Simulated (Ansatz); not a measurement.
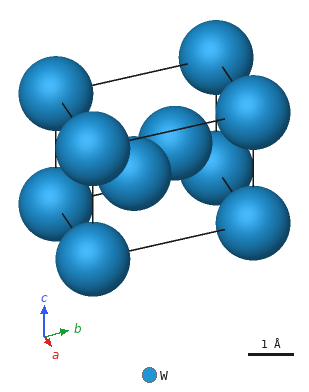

Starting structure of a crystal of W (built on the omega_191 type). Style: spheres-only. Shown: the cell of the calculation, slightly off an axis.

Case: omega type (P6/mmm, No. 191).

These are results of DFT r2SCAN, scalar-relativistic, plane waves, PAW in Ansatz, not measurements.

Input
```yaml
crystal:
  lattice:
    - [4.6871366657, 0.0, 0.0]
    - [-2.3435683328, 4.0591794235, 0.0]
    - [0.0, 0.0, 2.5653520143]
  atoms:
    - { symbol: W, position: [0.0, 0.0, 0.0] }
    - { symbol: W, position: [0.3333333333, 0.6666666667, 0.5] }
    - { symbol: W, position: [0.6666666667, 0.3333333333, 0.5] }
basis:
  ecutwfc: 500
kpoints:
  mp_grid: { grid: [12, 12, 18] }
hamiltonian:
  xc: r2scan
scf:
  occupations: { method: gaussian, width: 0.1 }
output:
  forces: true
  stress: true
  eigenvalues: true
relax:
  adjacent_minimum: "off"
  f_tol: 0.01
  max_steps: 80
  cell: { stress_tol: 0.05 }
```

Q: Predict the outcome.

A: No atom moves by more than 0.005 Å relative to the cell. Cell: a = b 4.687 → 4.672 Å (−0.3 %), c 2.565 → 2.586 Å (+0.8 %). Volume +0.1 %. Near-neighbour distances that change, for instance: W1–W1 2.565 → 2.586 Å, W2–W3 2.706 → 2.697 Å. The space group stays P6/mmm (No. 191). After 2 accepted moves (4 points after the start) the energy has fallen by 2.4 meV per atom. All forces vanish by symmetry, so only the cell relaxes. Pressure: 0.64 GPa at the start and 0.03 GPa at the end. The line search rejected the trial step at point 1 of the run. The SCF was repeated once at an unchanged geometry on a basis and grid sized afresh for the cell, which shifted the energy by less than 0.05 meV per atom at most. The run took roughly 60 core-seconds on a shared host.

Final geometry:

```xyz
3
Lattice="4.6716 0.0000 0.0000 -2.3358 4.0458 0.0000 0.0000 0.0000 2.5857" Properties=species:S:1:pos:R:3 pbc="T T T"
W     4.6716    0.0000    0.0000
W     0.0000    2.6972    1.2929
W     2.3358    1.3486    1.2929
```
